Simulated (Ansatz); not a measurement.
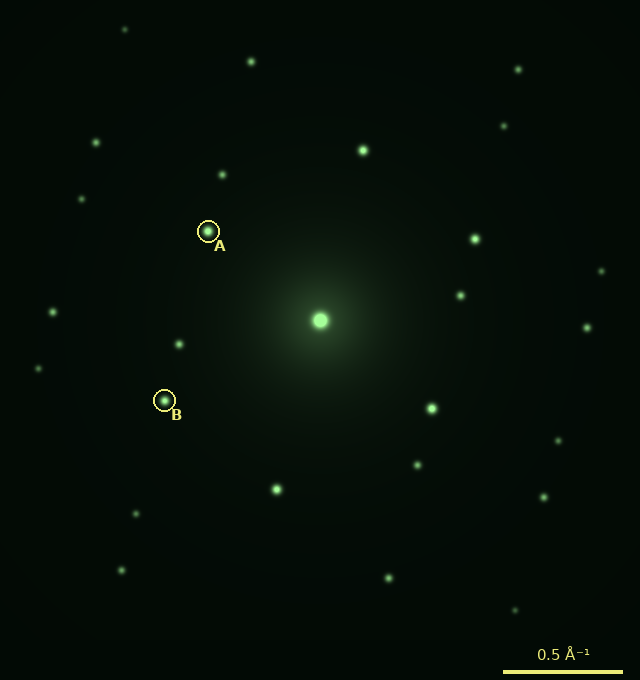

The pattern is a kinematic simulation for 200 kV electrons (no multiple scattering; isotropic B = 0.8 Å²). Two individuals of a reflection twin are superposed (a geometric construction: whether this twin forms is not tested; the second individual is smaller and so fainter). Crystal: Ta, space group Im-3m (No. 229), a = 3.319 Å, zone axis [210]. Structure: the end point of a relaxation with DFT PBE, scalar-relativistic, plane waves, PAW in Ansatz 0.2.0; the starting structure was generated, so it need not be a known form of this composition.

In the first individual spot A is 0 0 -2 and spot B is -1 2 -1.

On which plane is the crystal twinned?

Answer. (1-2-1). The spot positions of the combined pattern are mirror-symmetric about the row through 1 -2 -1 (d = 1.355 Å), which both individuals share, while a single individual has only symmetry 2mm without that mirror line. Friedel's law adds the mirror line at right angles, so a twin on (1-25) would give the same picture; the more widely spaced plane was used.

Which other reflections coincide?

Answer. Within the frame only the reflections of the common row coincide.
